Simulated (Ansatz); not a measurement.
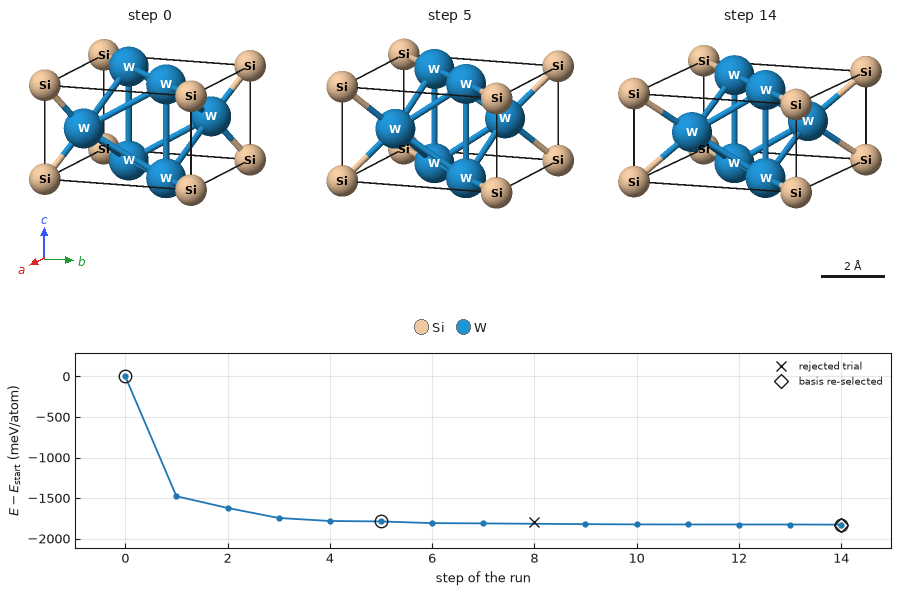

Frames of a relaxation of solid SiW4 (a generated structure, set up in Cmmm) (coarse preliminary run), marked on the history of the run. Style: ball-and-stick. Shown: the cell of the calculation, slightly off an axis.

The calculation used DFT PBE, scalar-relativistic, plane waves, PAW (Ansatz). Set-up: plane-wave cutoff 420 eV; k-point mesh 4 × 4 × 6; occupations gaussian; smearing width 0.1 eV; no spin polarisation; cell and atoms relaxed; force threshold 0.04 eV/Å; at most 70 steps.

What happens along the run?

Answer. Over 12 accepted moves (14 points after the start) the energy falls by 1827 meV per atom. Largest force component: 13 eV/Å at the start, 0.013 eV/Å at the end. The pressure goes from 65.60 to −0.03 GPa. The line search rejected the trial step at point 8 of the run. At 1 point the geometry stayed and the basis and grid were re-selected for the new cell (energy shift of 1.5 meV per atom at most each time). The largest moves relative to the cell, 0.49 Å, are those of W atoms. Si stays in place. The volume changes by +12.0 %, with a = b 4.982 → 5.463 Å (+9.6 %), c 3.085 → 2.891 Å (−6.3 %), γ 92.8° → 96.5°. Among the contacts that change: W–W 2.733 → 4.077 Å, W–W 2.844 → 3.470 Å, W–W 2.952 → 2.457 Å, Si–W 1.960 → 2.407 Å. Bonds break, among them: W–W (2.73 → 4.08 Å). Among the angles between lasting bonds that change: W–Si–W 96.9° → 70.7°, W–Si–W 83.1° → 109.3°. The space group stays Cmmm (No. 65). From step 0 to 5: W atoms move most (0.43 Å), volume +12.3 %, energy −1788 meV per atom. From step 5 to 14: W atoms move most (0.03 Å), volume −0.2 %, energy −39.3 meV per atom.

```tsv
step	E − E(0), meV/atom	largest force component, eV/Å	pressure, GPa	volume, Å³/atom	note
0	0.00	13.4078	65.60	15.301	
1	-1477.38	4.6599	13.90	16.240	
2	-1621.74	0.7468	29.79	15.345	
3	-1745.46	0.9499	7.67	16.489	
4	-1782.70	0.1921	-1.64	17.232	
5	-1788.18	0.1225	-0.61	17.180	
6	-1808.89	0.4918	2.12	17.059	
7	-1812.43	0.6760	3.71	16.956	
8	-1789.84	1.5152	-3.97	17.263	rejected
9	-1821.61	0.0972	-0.19	17.136	
10	-1824.61	0.4097	-0.61	17.136	
11	-1825.51	0.2201	-0.49	17.153	
12	-1825.92	0.0608	0.09	17.113	
13	-1825.96	0.0133	-0.12	17.142	
14	-1827.43	0.0126	-0.03	17.142	same geometry, new basis
```
